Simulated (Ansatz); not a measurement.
Consider Cu₃Au.

Input

```
crystal:
  lattice:
    - [3.7821813315, 0.0, 0.0]
    - [0.0, 3.7821813315, 0.0]
    - [0.0, 0.0, 3.7821813315]
  atoms:
    - { symbol: Cu, position: [0.0, 0.5, 0.5] }
    - { symbol: Cu, position: [0.5, 0.0, 0.5] }
    - { symbol: Cu, position: [0.5, 0.5, 0.0] }
    - { symbol: Au, position: [0.0, 0.0, 0.0] }
basis:
  ecutwfc: 500
  ecutrho_ratio: 4
kpoints:
  mp_grid: { grid: [10, 10, 10] }
hamiltonian:
  xc: r2scan
scf:
  occupations: { method: gaussian, width: 0.05 }
output:
  forces: true
  stress: true
  eigenvalues: true
  write_density: true
  write_potential: true
  elf: true
  volumetric_format: npy
```

Run with:

```sh
ansatz run input.yaml --threads 4 --pin off --max-ram 7168MiB --backend cpu --events-out ev --progress --plain --runs-dir out
```

Below, planes, directions and counts refer to the conventional cell (a = 3.78 Å, b = 3.78 Å, c = 3.78 Å, α = 90.00°, β = 90.00°, γ = 90.00°).

Space group Pm-3m; started from the Cu3Au prototype; changed on purpose from its base cell (volume × 1.040); computed pressure about −6 GPa in this cell; computed without spin polarisation.

All numbers below come from Ansatz, DFT r2SCAN, scalar-relativistic, plane waves, PAW.

What can the converged valence pseudo-density and electron localisation function tell about the bonding?

Cu–Cu (2.67 Å): the density is about 0.21 e/Å³ at the midpoint; the ELF is about 0.20 at the midpoint (no shared electron pair shows on this line).
Cu–Au (2.67 Å): the density is about 0.32 e/Å³ at the midpoint; the ELF is about 0.25 at the midpoint (no shared electron pair shows on this line).

Does the calculation give a band gap?

It is metallic or semimetallic at this level of theory: no gap opens.

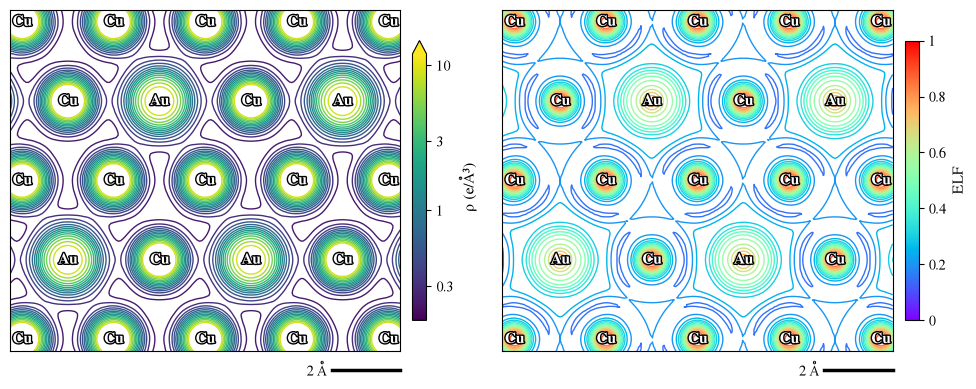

Computed valence pseudo-density and electron localisation function on the (111) plane of the conventional cell, in this order. 

Core electrons are frozen (PAW), and the valence fields are smoothed inside the atomic spheres.
